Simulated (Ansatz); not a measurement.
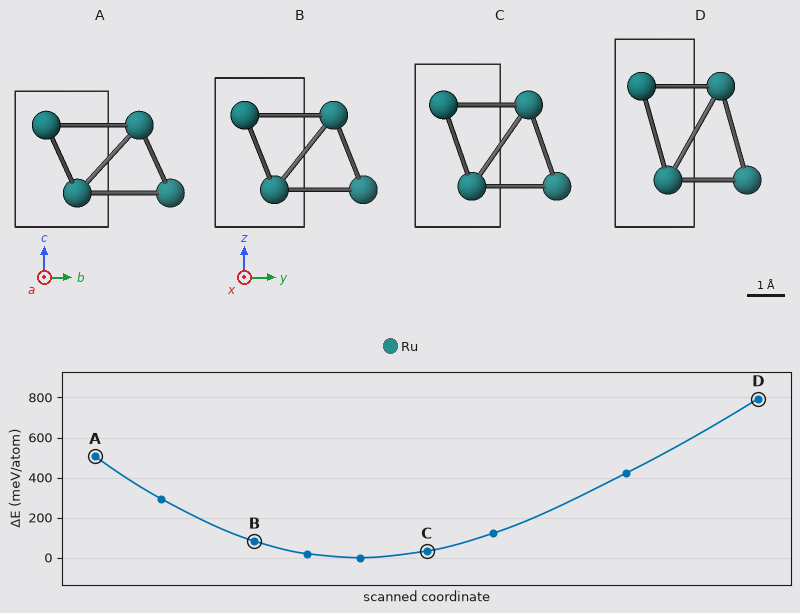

Frames of a one-coordinate scan of a crystal of Ru (P6_3/mmc). x, y and z are the Cartesian axes of the input. A ball-and-stick model of the cell of the calculation, repeated 2 × 2 × 1 with one cell outlined, seen along the a axis.

Level of theory: DFT PBE, scalar-relativistic, plane waves, PAW (Ansatz 0.2.0). Set-up: plane-wave cutoff 420 eV; k-point mesh 30 × 30 × 16; occupations gaussian; smearing width 0.15 eV; no spin polarisation. Energies (free energies at the smearing named) are counted from the relaxed crystal.

What is being scanned?

Answer. The ratio of the cell's length along z to its lengths across, counted as 1 for the reference, is changed at fixed volume (a c/a path), with the atoms kept at their fractional coordinates. In the frames the relative ratio is 0.80 (A), 0.92 (B), 1.05 (C), 1.30 (D). The lowest computed point lies at the relative ratio 1.00 (0 meV/atom). At the ends of the scan the energy is 506 meV/atom (0.80) and 794 meV/atom (1.30). The distortion keeps the space group P6_3/mmc. At the relative ratio 1.30 the cell of the drawing goes a 2.720 → 2.492 Å, b 2.720 → 2.492 Å, c 4.297 → 5.118 Å.
